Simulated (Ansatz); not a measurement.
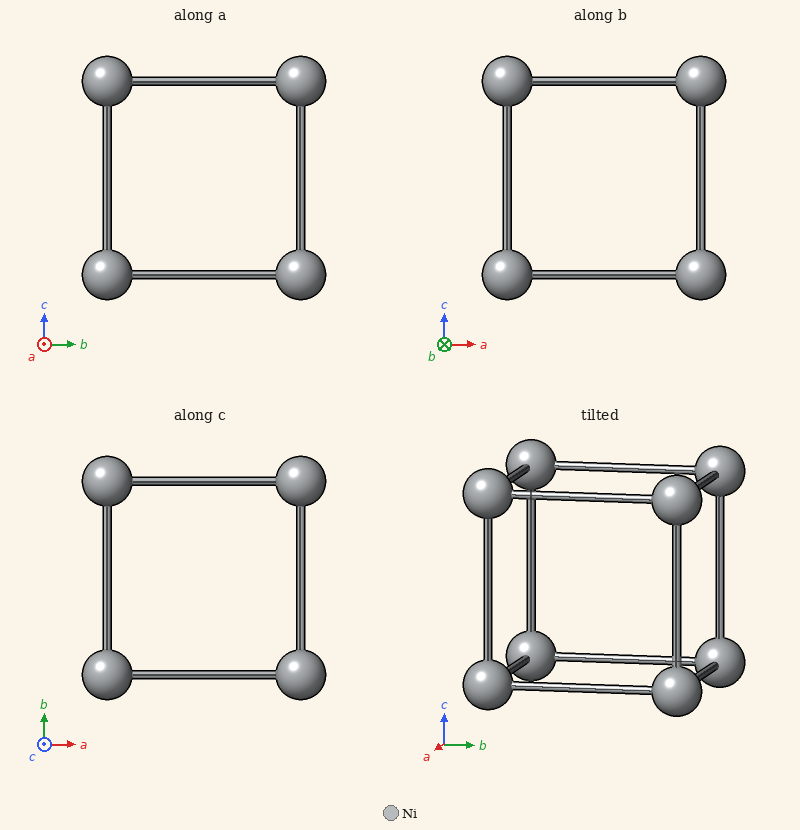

Drawn in the ball-and-stick manner and seen along the a axis, along the b axis, along the c axis and slightly off an axis. Thin lines show the conventional unit cell, with boundary atoms drawn in all their periodic places.

Lattice parameters: a = 2.305 Å, b = 2.305 Å, c = 2.305 Å, α = 90.00°, β = 90.00°, γ = 90.00°.

Question: From the views, write a table of Wyckoff sites.

Answer: Space group Pm-3m (No. 221).
```tsv
atom	site	x	y	z
Ni	1a	0.0000	0.0000	0.0000
```

It goes back to a structure type filled with this element by a generator (whether the element takes this form wasn't checked). Earlier steps of the study may have refined or changed the cell and positions. A calculation with Ansatz used it as input.
